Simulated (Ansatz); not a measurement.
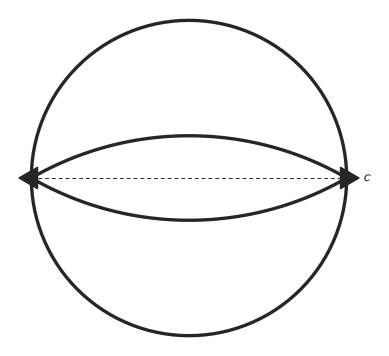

Stereographic projection: heavy lines are mirror planes (a heavy rim: a mirror in the plane of the page); lens, triangle, square and hexagon are 2-, 3-, 4- and 6-fold axes, a lens in an open square is −4, a triangle in an open hexagon −6; thin dashed diameters join the ends of axes that lie in the page; a small open circle marks inversion. The a axis points at the viewer. Computed from the symmetry operations of a computed or model structure of composition BN.

Name the crystal class.

Answer. 3m (C3v), order 6, trigonal system: one threefold axis, three mirror planes.

Which physical properties does it allow?

Answer. It is not centrosymmetric; polar, so pyroelectricity and piezoelectricity are allowed; it is not chiral.
